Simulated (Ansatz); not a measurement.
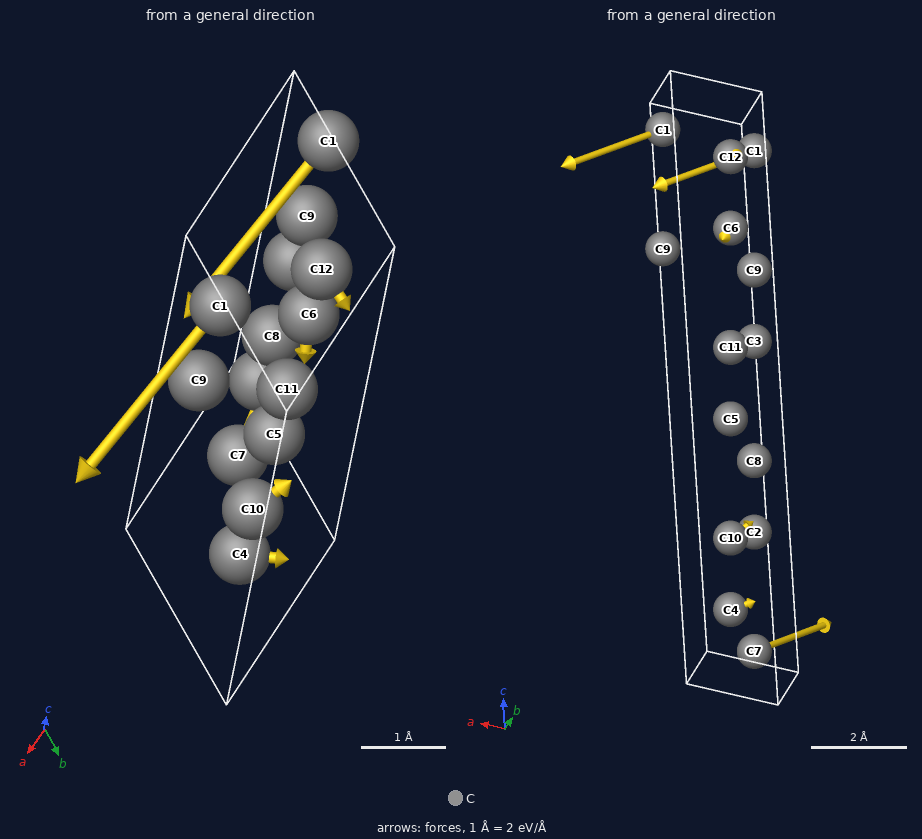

View from two general directions, drawn as a spheres-only model. The box is the simulation cell; atoms on or close to its faces, edges and corners are drawn wherever they repeat. The arrows are the computed forces on the atoms.

System: C. Computational set-up: DFT PBE, scalar-relativistic, plane waves, PAW (Ansatz), plane waves up to 420 eV, 10×10×2 k-mesh, Gaussian smearing of 0.05 eV, no spin polarisation.

Would an optimiser stop at this geometry?

No. The atoms still feel forces of up to about 4.8 eV/Å, far above a usual threshold of 0.01 to 0.03 eV/Å.

Which atom has the biggest force on it?

C1 and C7, about 4.8 eV/Å.

Provenance: an entry, possibly a prediction, of the Crystallography Open Database. The cell was then strained or its atoms displaced on purpose. An electronic-structure calculation with Ansatz was run on it.
